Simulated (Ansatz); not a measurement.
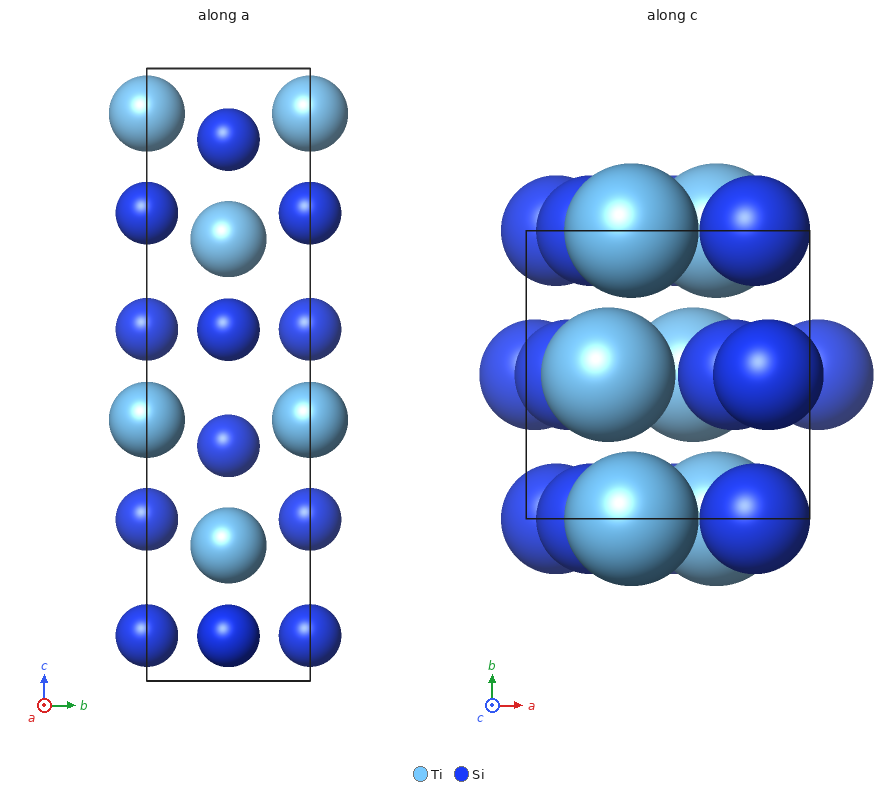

Crystal structure, spheres-only style, seen along the a axis and along the c axis. Lines trace the edges of the conventional unit cell.

TiSi$_{2}$, space group Pm (No. 6), a = 3.52 Å, b = 3.56 Å, c = 13.42 Å, α = 90.00°, β = 96.02°, γ = 90.00°.

Level of theory and settings: Ansatz 0.2.0, DFT PBEsol, scalar-relativistic, plane waves, PAW, plane waves up to 420 eV, k-points about 0.14 Å⁻¹ apart, Gaussian smearing of 0.15 eV, no spin polarisation.

**How large a gap does the method give, if there is one?**

A metal: bands cross the Fermi level.

**State the hydrostatic pressure.**

The computed pressure is 6.1 GPa (compressed: it would expand). The stress isn't hydrostatic: its largest component is 15.7 GPa.

The model was built from a structure listed in the Materials Project. The cell was then strained or its atoms displaced on purpose. It was run through Ansatz as a DFT input.

At this level of theory the run's own cell isn't at rest (compressed, at 6 GPa and forces up to 8.4 eV/Å), so its distances can differ from those at equilibrium, the more so the softer the solid.
